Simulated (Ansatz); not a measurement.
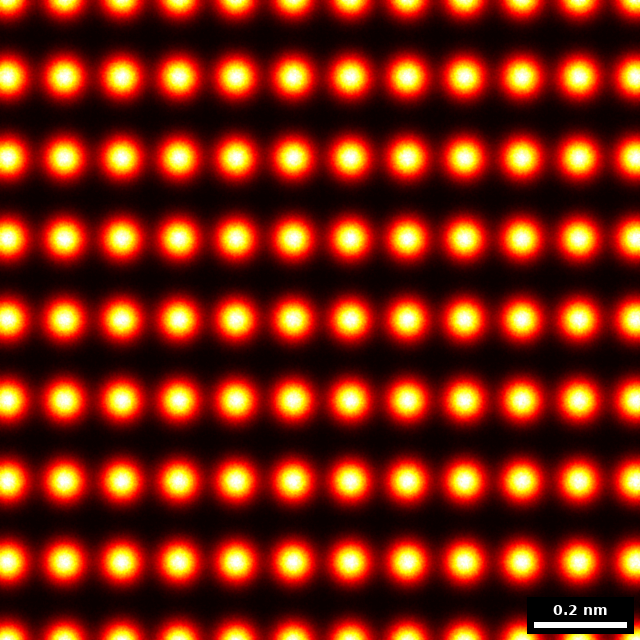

Z-contrast image of Be. Simulation: incoherent imaging, intensity Z^1.7 per atom, probe width 0.67 Å, thin sample. Shot noise was added.

### What two-dimensional lattice does the image show, and how large is its cell?

The pattern repeats on a rectangular net of 1.3 × 1.8 Å.

### What is the plane group of the image?

p2mm: mirror lines in two perpendicular directions, with twofold points where they cross.

### How many columns does the smallest repeating cell hold, and how many levels of brightness?

1 column in the primitive cell of 2.2 Å², all of one brightness.

The crystal is Be (Im-3m, No. 229) seen along [110]. Structure: the input geometry of an electronic-structure calculation (not necessarily at equilibrium); the starting structure was generated, so it need not be a known form of this composition.
